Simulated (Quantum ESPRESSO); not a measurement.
**Phonon calculation, with input and output: AlN (part 2 of 2)**

Continued. System: AlN (4 atoms in the cell). Method: Kohn-Sham DFT of a periodic cell, PBE, PseudoDojo 0.4.1 SR PBE standard, no spin polarisation (Quantum ESPRESSO 7.5); cutoff 1142.88 eV, 6×6×4 k-mesh, fermi-dirac of 0.05 eV. The structure derives from an entry of the Crystallography Open Database.

Geometry of the input (Å; fractional positions):
```
3.1130  0.0000  0.0000
-1.5565  2.6959  0.0000
0.0000  0.0000  4.9810
Al 0.6667  0.3333  0.5000
Al 0.3333  0.6667  0.0000
N  0.6667  0.3333  0.8800
N  0.3333  0.6667  0.3800
```

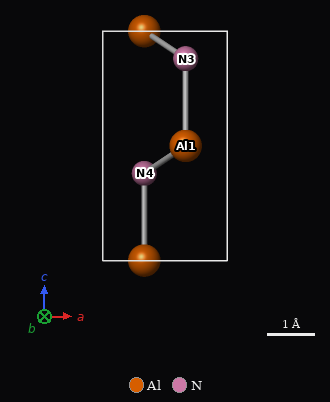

Fig. 1: The structure as given in the input (ball-and-stick view of the cell of the calculation, along the b axis; atoms are numbered from 1 in the order of the input).

The program's output, continued:
```
    -6.7520  -5.4351   2.3018   3.1200   3.7614   5.3328   6.2983   6.5282
    13.1230  13.7988  15.4348  17.3582  18.5714  18.6640

          k = 0.0000 0.3849 0.2344 (  3671 PWs)   bands (ev):

    -6.4066  -5.8648   2.1716   2.7174   4.8557   5.6405   6.0922   6.1303
    12.7430  13.4800  16.2514  17.1409  18.4245  19.1476

          k = 0.0000-0.5774 0.0781 (  3654 PWs)   bands (ev):

    -6.0454  -5.4011   1.5953   2.7510   4.0087   5.0890   5.5557   6.3818
    12.6293  12.9896  15.7607  17.0828  18.2260  19.3746

          k = 0.0000-0.5774 0.2344 (  3674 PWs)   bands (ev):

    -5.8405  -5.5692   1.4027   1.8462   5.1997   5.4175   5.9459   6.0350
    12.1177  12.8665  16.1709  16.8890  18.4486  19.3030

          k = 0.1667 0.2887 0.0781 (  3675 PWs)   bands (ev):

    -7.0155  -5.5141   2.3495   3.7096   3.9422   5.3388   6.1756   6.5731
    13.8591  14.5313  15.7851  16.2982  18.2183  18.7865

          k = 0.1667 0.2887 0.2344 (  3670 PWs)   bands (ev):

    -6.6362  -6.0235   2.6317   3.2520   5.0000   5.2205   5.8058   6.3320
    13.6812  14.1155  16.3932  16.5612  18.3390  18.7587

          k = 0.1667 0.4811 0.0781 (  3665 PWs)   bands (ev):

    -6.1160  -5.3453   2.0933   2.9514   3.8966   4.4127   5.5289   5.8529
    12.9149  14.3253  15.8169  17.0319  17.9886  19.0392

          k = 0.1667 0.4811 0.2344 (  3660 PWs)   bands (ev):

    -5.8841  -5.5614   1.8804   2.2323   4.2163   4.8545   5.6263   6.3342
    13.0624  13.8346  16.0897  16.7522  18.0216  18.6357

          k = 0.3333 0.5774 0.0781 (  3657 PWs)   bands (ev):

    -5.5361  -5.5361   2.3825   3.1013   3.1013   4.5524   5.0579   5.0579
    12.4122  15.4533  16.4754  16.4754  18.7500  18.7500

          k = 0.3333 0.5774 0.2344 (  3660 PWs)   bands (ev):

    -5.5035  -5.5035   2.4022   2.4022   2.8766   3.7377   6.1331   6.1331
    13.8087  15.0622  15.2174  15.2174  18.9814  18.9814

     the Fermi energy is     9.4843 ev

!    total energy              =     -51.17706388 Ry
     estimated scf accuracy    <          5.0E-10 Ry
     smearing contrib. (-TS)   =       0.00000000 Ry
     internal energy E=F+TS    =     -51.17706388 Ry

     The total energy is F=E-TS. E is the sum of the following terms:
     one-electron contribution =      -2.07240573 Ry
     hartree contribution      =      11.37869139 Ry
     xc contribution           =     -16.99690126 Ry
     ewald contribution        =     -43.48644828 Ry

     convergence has been achieved in  11 iterations

     Forces acting on atoms (cartesian axes, Ry/au):

     atom    1 type  1   force =    -0.00000000    0.00000000   -0.00512593
     atom    2 type  1   force =     0.00000000    0.00000000   -0.00512593
     atom    3 type  2   force =     0.00000000    0.00000000    0.00512593
     atom    4 type  2   force =     0.00000000    0.00000000    0.00512593

     Total force =     0.010252     Total SCF correction =     0.000002

     Computing stress (Cartesian axis) and pressure

          total   stress  (Ry/bohr**3)                   (kbar)     P=       33.50
   0.00019102  -0.00000000   0.00000000           28.10       -0.00        0.00
   0.00000000   0.00019102   0.00000000            0.00       28.10        0.00
   0.00000000   0.00000000   0.00030115            0.00        0.00       44.30

=------------------------------------------------------------------------------=
   JOB DONE.
=------------------------------------------------------------------------------=
```

File dynmat.out:
```
This program is part of the open-source Quantum ESPRESSO suite
     for quantum simulation of materials; please cite
         "P. Giannozzi et al., J. Phys.:Condens. Matter 21 395502 (2009);
         "P. Giannozzi et al., J. Phys.:Condens. Matter 29 465901 (2017);
         "P. Giannozzi et al., J. Chem. Phys. 152 154105 (2020);
          URL
     in publications or presentations arising from this work. More details at

     Reading Dynamical Matrix from file dyn
     ...Force constants read
     ...epsilon and Z* read
     Acoustic Sum Rule: || Z*(ASR) - Z*(orig)|| =    2.604538E-02
     Acoustic Sum Rule: ||dyn(ASR) - dyn(orig)||=    3.443969E-05
     A direction for q was not specified:TO-LO splitting will be absent

     Polarizability (A^3 units)
     multiply by 0.458710 for Clausius-Mossotti correction
        11.790689   -0.000000   -0.000000
        -0.000000   11.790689    0.000000
         0.000000    0.000000   12.337936

     IR activities are in (D/A)^2/amu units

# mode   [cm-1]    [THz]      IR
    1     -0.00   -0.0000    0.0000
    2     -0.00   -0.0000    0.0000
    3      0.00    0.0000    0.0000
    4    237.56    7.1218    0.0000
    5    237.56    7.1218    0.0000
    6    536.91   16.0962    0.0000
    7    601.14   18.0217   35.5605
    8    644.13   19.3107    0.0000
    9    644.13   19.3107    0.0000
   10    656.10   19.6693   31.5424
   11    656.10   19.6693   31.5424
   12    709.99   21.2848    0.0000

Electronic dielectric permittivity tensor (relative, adimensional)
         4.486150   -0.000000   -0.000000
        -0.000000    4.486150    0.000000
         0.000000    0.000000    4.647954

 ... with zone-center polar mode contributions
         8.163254   -0.000000   -0.000000
        -0.000000    8.163254    0.000000
        -0.000000    0.000000    9.586147

=------------------------------------------------------------------------------=
   JOB DONE.
=------------------------------------------------------------------------------=
```

File dynmat_lo.out:
```
This program is part of the open-source Quantum ESPRESSO suite
     for quantum simulation of materials; please cite
         "P. Giannozzi et al., J. Phys.:Condens. Matter 21 395502 (2009);
         "P. Giannozzi et al., J. Phys.:Condens. Matter 29 465901 (2017);
         "P. Giannozzi et al., J. Chem. Phys. 152 154105 (2020);
          URL
     in publications or presentations arising from this work. More details at

     Reading Dynamical Matrix from file dyn
     ...Force constants read
     ...epsilon and Z* read
     Acoustic Sum Rule: || Z*(ASR) - Z*(orig)|| =    2.604538E-02
     Acoustic Sum Rule: ||dyn(ASR) - dyn(orig)||=    3.443969E-05

     Polarizability (A^3 units)
     multiply by 0.458710 for Clausius-Mossotti correction
        11.790689   -0.000000   -0.000000
        -0.000000   11.790689    0.000000
         0.000000    0.000000   12.337936

     IR activities are in (D/A)^2/amu units

# mode   [cm-1]    [THz]      IR
    1      0.00    0.0000    0.0000
    2      0.00    0.0000    0.0000
    3      0.00    0.0000    0.0000
    4    237.56    7.1218    0.0000
    5    237.56    7.1218    0.0000
    6    536.91   16.0962    0.0000
    7    644.13   19.3107    0.0000
    8    644.13   19.3107    0.0000
    9    656.10   19.6693   31.5424
   10    656.10   19.6693   31.5424
   11    709.99   21.2848    0.0000
   12    863.31   25.8813   35.5605

=------------------------------------------------------------------------------=
   JOB DONE.
=------------------------------------------------------------------------------=
```

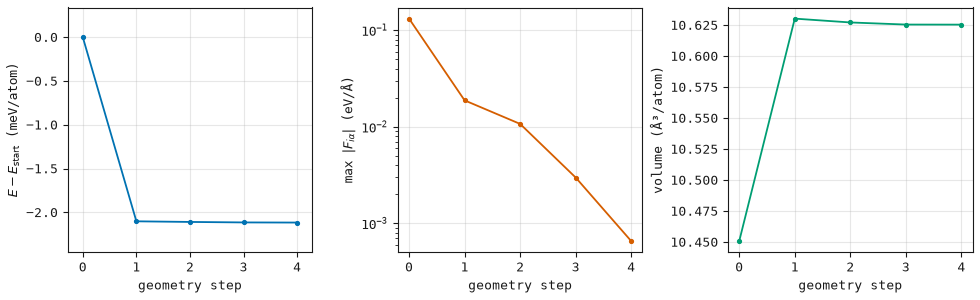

Fig. 2: Progress of the relaxation, step by step (steps are counted from 0).

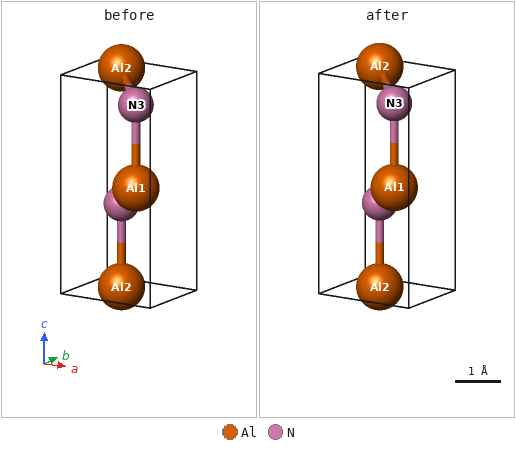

Fig. 3: Before (left) and after (right) the relaxation, at one scale (ball-and-stick view of the cell of the calculation, seen slightly off an axis). After 4 geometry steps the energy has fallen by 2.1 meV per atom. Largest force component: 0.13 eV/Å at the start, 0.00065 eV/Å at the end. The atoms keep their places relative to the cell (all moves are under 0.005 Å). The drawn cell changes as follows: a = b 3.113 → 3.128 Å (+0.5 %), c 4.981 → 5.015 Å (+0.7 %); the volume changes by +1.7 %. Among the contacts that change: Al1–N3 1.893 → 1.913 Å, Al1–N4 1.894 → 1.901 Å. The space group stays P6_3mc (No. 186). (Atoms are counted from 1 in the order of the input.)

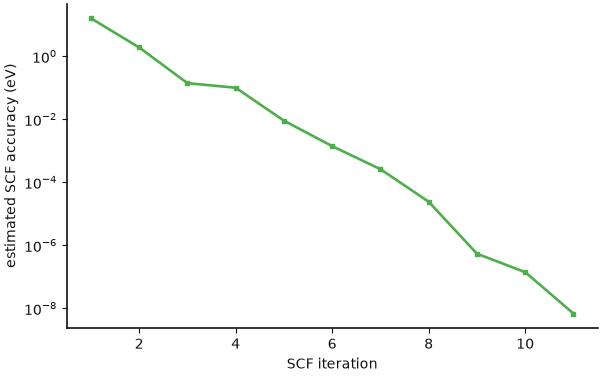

Fig. 4: Convergence of the self-consistent field: estimated SCF accuracy against the iteration. The field takes 11 iterations in all.

Key numbers:

| quantity | value |
| --- | --- |
| outcome | converged |
| space group (tolerance 0.01 Å) | P6₃mc (186) |
| electrons treated | 16 |
| free energy | −696.3079 eV |
| Fermi energy | 9.227 eV |
| gap on the k-point mesh | 4.59 eV |
| pressure | 0.01 GPa |
| final volume | 42.50 Å³ |
| largest force (length of the vector) at the end | 0.001 eV/Å |
| final cell | a = 3.128 Å, b = 3.128 Å, c = 5.015 Å, α = 90.00°, β = 90.00°, γ = 120.00° |
| ε∞ (xx, yy, zz) | 4.49, 4.49, 4.65 |
| Born charges (mean of the diagonal) | N3, N4 (−2.57 e); Al1, Al2 (2.56 e) |
| wall time | 4.6 min |
| peak memory | 0.08 GiB |
